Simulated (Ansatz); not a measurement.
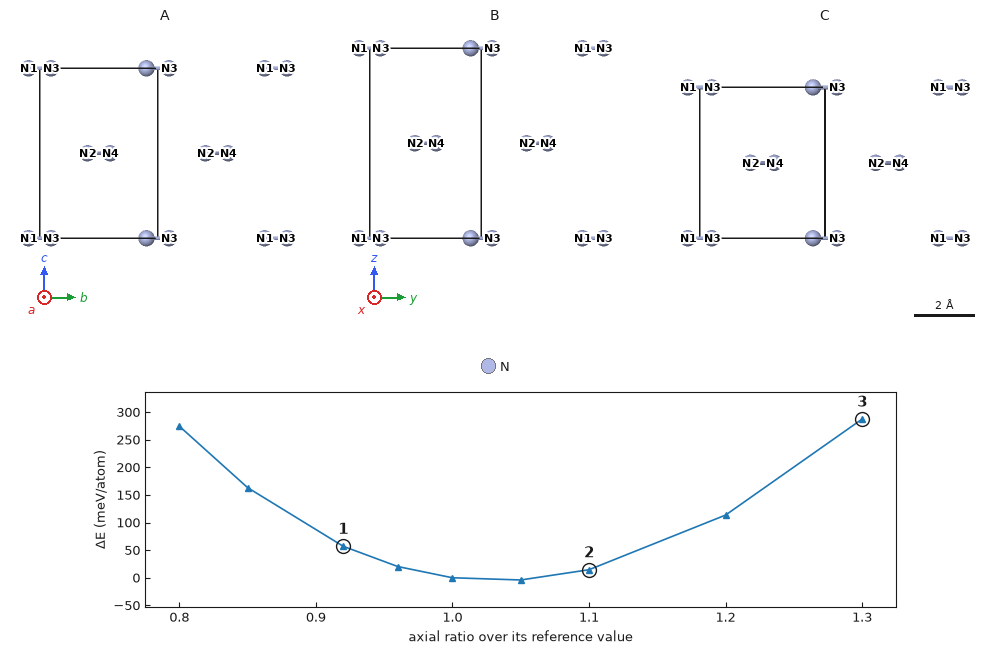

Energy scan for a crystal of N (P4_2/mnm), in which the ratio of the cell's length along z to its lengths across, counted as 1 for the reference, is changed at fixed volume (a c/a path), with the atoms kept at their fractional coordinates. x, y and z are the Cartesian axes of the input. The frames are shuffled; the numbered points of the plot belong to them. The picture is a ball-and-stick view of the cell of the calculation, repeated 1 × 2 × 1 with one cell outlined, seen along the a axis.

The calculation used Ansatz 0.2.0, DFT LDA, scalar-relativistic, plane waves, PAW. (plane-wave cutoff 420 eV; k-point mesh 6 × 6 × 6; occupations gaussian; smearing width 0.05 eV; no spin polarisation). Energies (free energies at the smearing named) are counted from the cell as listed in its source, which wasn't relaxed.

Which frame belongs to which numbered point?

Answer. Point 1 is frame C (the relative ratio 0.92, 57.0 meV/atom); 2 is frame A (the relative ratio 1.10, 14.6 meV/atom); 3 is frame B (the relative ratio 1.30, 287.4 meV/atom). The lowest computed point lies at the relative ratio 1.05 (−4.0 meV/atom). At the ends of the scan the energy is 274.6 meV/atom (0.80) and 287.4 meV/atom (1.30). The unrelaxed reference is under a pressure of −2.8 GPa. The distortion keeps the space group P4_2/mnm. At the relative ratio 1.30 the cell of the drawing goes a 4.084 → 3.742 Å, b 4.084 → 3.742 Å, c 5.346 → 6.368 Å.
